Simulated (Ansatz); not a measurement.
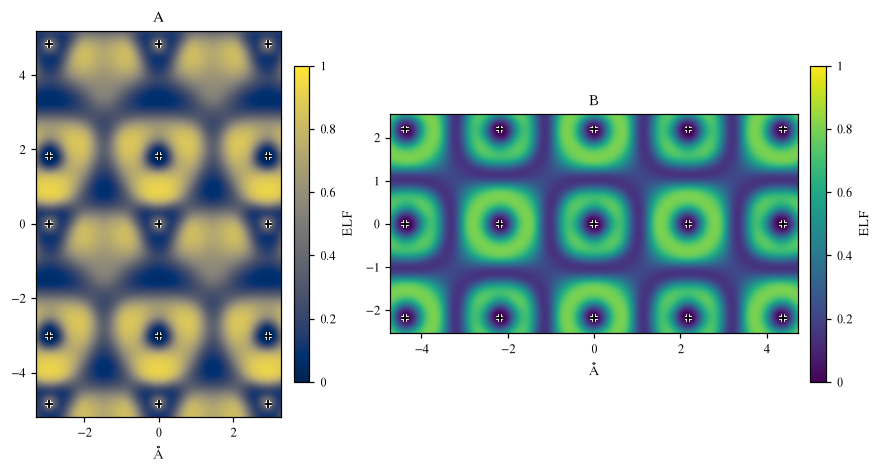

The ELF of 2 systems, each on a plane through atoms (crosses mark nuclei in the plane).

These are results of Ansatz, DFT PBEsol, scalar-relativistic, plane waves, PAW, not measurements.

System 1: TaN, the (010) plane of the conventional cell. Space group Fm-3m.

System 2: SiC, the (010) plane of the conventional cell. Space group P6₃mc; computed pressure about 35 GPa in this cell.

```
CELL_PARAMETERS angstrom
2.95260 0.00000 0.00000
-1.47630 2.55703 0.00000
0.00000 0.00000 4.83941
ATOMIC_POSITIONS crystal
Si 0.33333 0.66667 0.00459
Si 0.66667 0.33333 0.50459
C 0.33333 0.66667 0.38041
C 0.66667 0.33333 0.88041
```

**Which map belongs to which system?**

Panel A is system 2, SiC: the plane holds Si and C. Si–C (1.82 Å): the ELF peaks at about 0.95 between the atoms (localised, covalent bonding). Panel B is system 1, TaN: the plane holds Ta and N. Ta–N (2.19 Å): the ELF peaks at about 0.80 in the valence shell of N, 0.7 Å from its nucleus, and is about 0.15 at the midpoint: no shared electron pair shows on this line.
